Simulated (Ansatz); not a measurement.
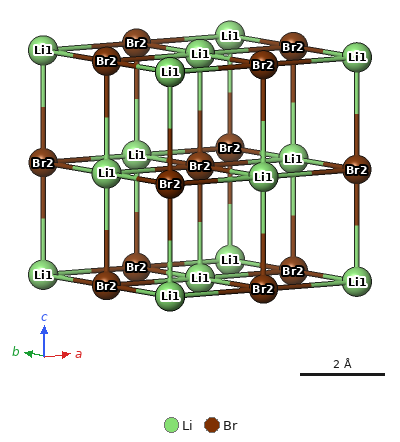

The structure as given in the input (ball-and-stick view of the cell 4 times as large as that of the calculation, set on its symmetry axes, seen at an oblique angle; atoms are numbered from 1 in the order of the input).

## What a change does: single-point calculation on LiBr

System: LiBr (2 atoms in the cell).
Method of run 1: DFT with r2SCAN, PAW plane waves, no spin polarisation (Ansatz 0.2.0).

The structure derives from an entry of the Crystallography Open Database. Text and figures count atoms from 1; the logs count them from 0 in places.

### Input file, run 1
```yaml
crystal:
  lattice:
    - [0.0, 2.71531115, 2.71531115]
    - [2.71531115, 0.0, 2.71531115]
    - [2.71531115, 2.71531115, 0.0]
  atoms:
    - { symbol: Li, position: [0.0, 0.0, 0.0] }
    - { symbol: Br, position: [0.5, 0.5, 0.5] }
  symmetry: { tolerance: 0.0003 }
kpoints:
  mp_grid: { grid: [6, 6, 6], shift: [0, 0, 0] }
magnetization:
  spin_polarized: false
scf:
  occupations: { method: fermi_dirac }
hamiltonian:
  pseudopotentials: { kind: paw }
  xc: r2scan
basis:
  ecutwfc: 500
output:
  forces: true
  stress: true
  eigenvalues: true
```

Command:
```bash
ansatz run input.yaml --threads 1 --pin off --max-ram 2560MiB --backend cpu --events-out ev --progress --plain --runs-dir out
```

Hardware: 1 thread of Intel Xeon (Granite Rapids), 64 GiB of memory available, shared host.

### Output, shortened to warnings, some set-up lines, iterations and results (run 1)
```
Basis set: ecut = 500 eV, 965 PW (Γ), exchange–correlation on 120×120×120 points (64 copies of the dense FFT grid, shifted against one another)
Symmetry: 48 space group operations
k-points: 16 of 216
Initial density: superposition of atomic densities (neutral atoms: chi_scale 0, normalization atom), corrected by the library's trained network
[...]
SCF iter   1: F=—  HF=-3001.441321 eV  |F-HF|=—  |Δ(HF+E_count)|=         —  Δρ=2.40e-3  dr2=2.82e-3  dr2_τ=2.99e-3  ethr=1.77e-3  ⟨swp⟩=7.4  Hψ=1105  notcnv=0
SCF iter   2: F=—  HF=-3001.460573 eV  |F-HF|=—  |Δ(HF+E_count)|=   1.93e-2  Δρ=1.17e-3  dr2=4.97e-4  dr2_τ=2.44e-5  ethr=2.82e-5  ⟨swp⟩=2.0  Hψ=406  notcnv=0
SCF iter   3: F=—  HF=-3001.460760 eV  |F-HF|=—  |Δ(HF+E_count)|=   1.87e-4  Δρ=1.41e-4  dr2=4.49e-6  dr2_τ=1.38e-6  ethr=4.97e-6  ⟨swp⟩=2.0  Hψ=224  notcnv=0
SCF iter   4: F=—  HF=-3001.460770 eV  |F-HF|=—  |Δ(HF+E_count)|=   1.02e-5  Δρ=1.75e-5  dr2=4.33e-8  dr2_τ=8.41e-9  ethr=4.49e-8  ⟨swp⟩=2.1  Hψ=221  notcnv=0
SCF iter   5: F=-3001.460770 eV  HF=-3001.460770 eV  |F-HF|=9.11e-10  |Δ(HF+E_count)|=   1.07e-7  Δρ=1.97e-6  dr2=5.04e-10  dr2_τ=2.32e-10  ethr=4.33e-10  ⟨swp⟩=2.0  Hψ=224  …
SCF iter   6: F=-3001.460770 eV  HF=-3001.460770 eV  |F-HF|=9.55e-12  |Δ(HF+E_count)|=  9.13e-10  Δρ=2.47e-7  dr2=3.86e-11  dr2_τ=2.06e-12  ethr=5.04e-12  ⟨swp⟩=1.8  Hψ=444  …
SCF 1 converged in 6 iterations: F = -3001.460770 eV  dr2 = 3.86e-11
SCF converged after 6 iterations
Free energy (F): -3001.460770 eV
Harris-Foulkes:  -3001.460770 eV  (|F-HF|=9.55e-12)
Internal energy: -3001.460770 eV  (E = F + TS)
E sigma→0 (E₀):  -3001.460770 eV
Fermi energy:    5.172750 eV
--- Per-component energies (eV) ---
  E_band       = -106.444567
  E_kinetic    = 157.021698
  E_local      = -305.556493  (includes V_loc(G=0)·N_el)
  E_nonlocal   = 36.799713
  E_hartree    = 78.112661
  E_xc         = -262.471902
  E_vxc        = -131.052781  (∫ρ·V_xc dr)
  E_paw        = -2291.974044  (= ΣΔE_a)
  E_vpaw       = -26.571052  (= ΣTr[D̂ρ^β])
  E_aug_tail   = -0.000099  (compensation charges beyond the density's cutoff)
  E_vtau       = 6.689066  (kinetic-family band-sum trace: ∫τ·v_τ [+ j·A + Jᵃ·Aᵃ] dr)
  E_ewald      = -413.234111
  E_core_change = -0.158194  (= ΣΔE_core)
  E_smearing   = -0.000000  (= −TS)
  E_closure    = 0.000000  (closes the sum)
  Σ components = -3001.460770   (vs F -3001.460770, Δ=0.00e0)
--- Forces (eV/Å), atoms counted from 1 ---
  atom   1  Li    -0.00000000     0.00000000     0.00000000
  atom   2  Br     0.00000000     0.00000000    -0.00000000
  max |Σ_I F_I| component: 1.90e-30 eV/Å
--- Stress (GPa, compression-positive) ---
        0.810158       0.000000       0.000000
       -0.000000       0.810158       0.000000
        0.000000       0.000000       0.810158
  P = ⅓ Tr σ = 0.8102 GPa (8.102 kbar)
```

The input of run 2 differs as follows (lines with − go, lines with + come):
```diff
-  occupations: { method: fermi_dirac }
+  occupations: { method: fixed }
+  max_iter: 80
```

What does this change do to the results?

The energy doesn't change within 0.01 meV per atom. The number of SCF iterations is the same.

### Output, shortened to warnings, some set-up lines, iterations and results (run 2)
```
Basis set: ecut = 500 eV, 965 PW (Γ), exchange–correlation on 120×120×120 points (64 copies of the dense FFT grid, shifted against one another)
Symmetry: 48 space group operations
k-points: 16 of 216
Initial density: superposition of atomic densities (neutral atoms: chi_scale 0, normalization atom), corrected by the library's trained network
[...]
SCF iter   1: F=—  HF=-3001.441354 eV  |F-HF|=—  |Δ(HF+E_count)|=         —  Δρ=2.40e-3  dr2=2.83e-3  dr2_τ=3.00e-3  ethr=1.77e-3  ⟨swp⟩=5.8  Hψ=946  notcnv=0  defer=24
SCF iter   2: F=—  HF=-3001.460572 eV  |F-HF|=—  |Δ(HF+E_count)|=   1.92e-2  Δρ=1.17e-3  dr2=4.96e-4  dr2_τ=2.52e-5  ethr=2.83e-5  ⟨swp⟩=3.0  Hψ=407  notcnv=0  defer=28
SCF iter   3: F=—  HF=-3001.460760 eV  |F-HF|=—  |Δ(HF+E_count)|=   1.88e-4  Δρ=1.42e-4  dr2=4.65e-6  dr2_τ=1.55e-6  ethr=4.96e-6  ⟨swp⟩=3.0  Hψ=260  notcnv=0  defer=28
SCF iter   4: F=—  HF=-3001.460770 eV  |F-HF|=—  |Δ(HF+E_count)|=   1.08e-5  Δρ=1.78e-5  dr2=4.47e-8  dr2_τ=8.93e-9  ethr=4.65e-8  ⟨swp⟩=2.1  Hψ=221  notcnv=0  defer=24
SCF iter   5: F=-3001.460770 eV  HF=-3001.460770 eV  |F-HF|=6.15e-10  |Δ(HF+E_count)|=   1.08e-7  Δρ=1.79e-6  dr2=5.92e-10  dr2_τ=2.44e-10  ethr=4.47e-10  ⟨swp⟩=2.0  Hψ=224  …
SCF iter   6: F=-3001.460770 eV  HF=-3001.460770 eV  |F-HF|=1.50e-11  |Δ(HF+E_count)|=  8.71e-10  Δρ=3.46e-7  dr2=7.43e-11  dr2_τ=3.54e-12  ethr=5.92e-12  ⟨swp⟩=4.9  Hψ=752  …
SCF 1 converged in 6 iterations: F = -3001.460770 eV  dr2 = 7.43e-11
SCF converged after 6 iterations
Free energy (F): -3001.460770 eV
Harris-Foulkes:  -3001.460770 eV  (|F-HF|=1.50e-11)
Internal energy: -3001.460770 eV  (E = F + TS)
E sigma→0 (E₀):  -3001.460770 eV
Fermi energy:    2.020160 eV
--- Per-component energies (eV) ---
  E_band       = -106.444554
  E_kinetic    = 157.021683
  E_local      = -305.556464  (includes V_loc(G=0)·N_el)
  E_nonlocal   = 36.799702
  E_hartree    = 78.112650
  E_xc         = -262.471894
  E_vxc        = -131.052771  (∫ρ·V_xc dr)
  E_paw        = -2291.974044  (= ΣΔE_a)
  E_vpaw       = -26.571052  (= ΣTr[D̂ρ^β])
  E_aug_tail   = -0.000099  (compensation charges beyond the density's cutoff)
  E_vtau       = 6.689066  (kinetic-family band-sum trace: ∫τ·v_τ [+ j·A + Jᵃ·Aᵃ] dr)
  E_ewald      = -413.234111
  E_core_change = -0.158194  (= ΣΔE_core)
  E_smearing   = -0.000000  (= −TS)
  E_closure    = -0.000000  (closes the sum)
  Σ components = -3001.460770   (vs F -3001.460770, Δ=0.00e0)
--- Forces (eV/Å), atoms counted from 1 ---
  atom   1  Li    -0.00000000     0.00000000     0.00000000
  atom   2  Br     0.00000000     0.00000000     0.00000000
  max |Σ_I F_I| component: 2.07e-30 eV/Å
--- Stress (GPa, compression-positive) ---
        0.810159      -0.000000       0.000000
        0.000000       0.810159      -0.000000
       -0.000000       0.000000       0.810159
  P = ⅓ Tr σ = 0.8102 GPa (8.102 kbar)
```

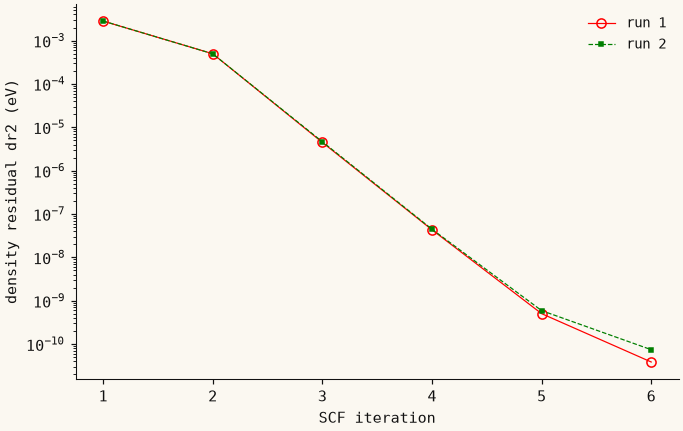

Convergence of the two runs: density residual dr2 against the SCF iteration. Run 1 takes 6 iterations in all, and run 2 takes 6.

### The two runs side by side

| quantity | run 1 | run 2 |
| --- | --- | --- |
| outcome | converged | converged |
| free energy per atom (eV) | −1500.7304 | −1500.7304 |
| gap on the mesh (eV) | 6.01 | 6.01 |
| pressure (GPa) | 0.81 | 0.81 |
| largest force (eV/Å) | 0.000 | 0.000 |
| SCF iterations | 6 | 6 |
| irreducible k-points | 16 | 16 |
| plane waves at Γ | 965 | 965 |
| wall time (shared host) | 0.9 s | 0.9 s |

For run 2: A setting was made wrong on purpose: fixed occupations whatever the gap (`scf.occupations`). It did no harm here: the run converged to the energy of the sound run within 1 meV per atom.
